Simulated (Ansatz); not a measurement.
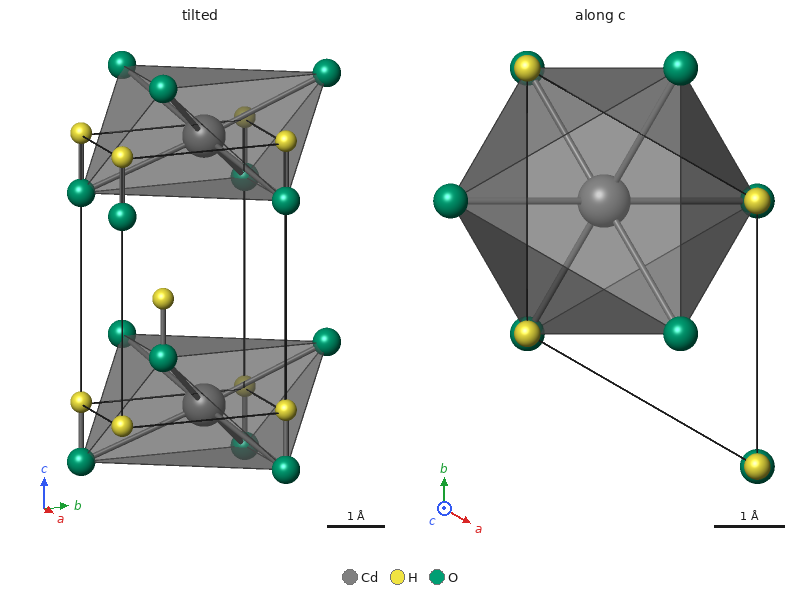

The figure gives a polyhedral picture of the atoms, viewed slightly off an axis and along the c axis. Atoms at the boundary of the conventional unit cell (the box) are drawn once for each face, edge or corner they touch. Some neighbours outside the box are added.

Chemical formula CdH$_{2}$O$_{2}$. The lattice is primitive hexagonal and the space group P3m1 (No. 156). The cell comprises 1 formula unit: 1 Cd, 2 H, 2 O. The polyhedra are CdO6 octahedra; they share edges. Each Cd has six O in a distorted octahedral arrangement at about 2.4 Å. The neighbours of H is one O at about 1.1 Å. O bonds to three Cd and one H (about 2.4 Å to Cd, 1.1 Å to H). The bonds build CdH2O2 layers parallel to (001).

Provenance: a structure listed in the Materials Project. The cell was then strained or its atoms displaced on purpose. It was run through Ansatz as a DFT input.

At this level of theory the cell isn't at rest (stretched, at -13 GPa and forces up to 3.2 eV/Å), so its distances can differ from those at equilibrium, the more so the softer the solid.
